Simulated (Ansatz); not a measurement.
The Ansatz input:

```
crystal:
  lattice:
    - [5.6896945747, 0.0, 0.0]
    - [-1.8965648582, 5.3642954889, 0.0]
    - [0.0, 0.0, 21.6456161668]
  atoms:
    - { symbol: Ta, position: [0.25, 0.25, 0.392689214] }
    - { symbol: Ta, position: [0.25, 0.75, 0.392689214] }
    - { symbol: Ta, position: [0.75, 0.25, 0.392689214] }
    - { symbol: Ta, position: [0.75, 0.75, 0.392689214] }
    - { symbol: Ta, position: [0.5, 0.5, 0.5] }
    - { symbol: Ta, position: [0.5, 0.0, 0.5] }
    - { symbol: Ta, position: [0.0, 0.5, 0.5] }
    - { symbol: Ta, position: [0.0, 0.0, 0.5] }
    - { symbol: Ta, position: [0.75, 0.75, 0.607310786] }
    - { symbol: Ta, position: [0.75, 0.25, 0.607310786] }
    - { symbol: Ta, position: [0.25, 0.75, 0.607310786] }
    - { symbol: Ta, position: [0.25, 0.25, 0.607310786] }
basis:
  ecutwfc: 420
kpoints:
  mp_grid: { grid: [6, 6, 1] }
hamiltonian:
  xc: pbe
  dispersion: d3bj
scf:
  occupations: { method: gaussian, width: 0.1 }
output:
  forces: true
  eigenvalues: true
  write_density: true
  write_potential: true
  elf: true
  volumetric_format: npy
relax:
  adjacent_minimum: "off"
  f_tol: 0.03
  max_steps: 70
  constraints: [{ sites: [0, 1, 2, 3] }]
efield:
  axis: 3
  dipole_correction: true
  ramp_width: 0.04
```

Command:
```bash
ansatz run input.yaml --threads 4 --pin off --max-ram 10240MiB --backend cpu --events-out ev --progress --plain --runs-dir out
```

What does the potential across the slab give for the work function?

The work function is 4.79 eV, the same on both faces. The two vacuum levels agree, so the slab has no net dipole along its normal. The outermost atoms are 4.6 Å apart, which leaves 17.1 Å of vacuum in a cell 21.6 Å high.

Spin-orbit coupling is left out, which matters for Ta.

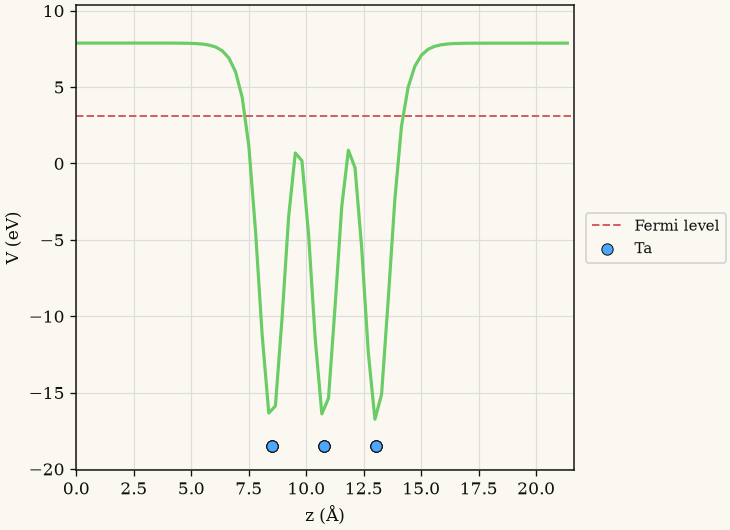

Plane-averaged electrostatic potential energy of an electron across the slab; circles at the bottom mark the heights of the atoms (positions after relaxation).
